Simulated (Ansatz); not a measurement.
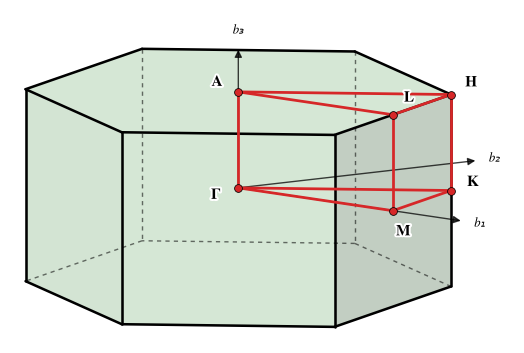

For Ir, the geometry relaxed with DFT PBE, scalar-relativistic, plane waves, PAW (Ansatz 0.2.0): the first Brillouin zone and its special points. All values are computed from the atomic coordinates in the standard setting (tolerance 0.002 Å).

Space group P6₃/mmc (No. 194); a = 2.747 Å, b = 2.747 Å, c = 4.456 Å, α = 90.00°, β = 90.00°, γ = 120.00°.

Labels and path follow the convention of Hinuma et al. (2017), as computed by seekpath; the arrows show the directions of the reciprocal primitive vectors b₁, b₂, b₃, in which coordinates are given; lengths include the factor 2π.

List the special points with their coordinates and distances from Γ.

| point | k₁ | k₂ | k₃ | length of k (1/Å) |
| --- | --- | --- | --- | --- |
| Γ | 0 | 0 | 0 | 0.000 |
| A | 0 | 0 | 1/2 | 0.705 |
| K | 1/3 | 1/3 | 0 | 1.525 |
| H | 1/3 | 1/3 | 1/2 | 1.680 |
| M | 1/2 | 0 | 0 | 1.320 |
| L | 1/2 | 0 | 1/2 | 1.497 |

What is the zone's volume?

(2π)³ over the primitive cell's volume of 29.13 Å³: 8.52 Å⁻³.
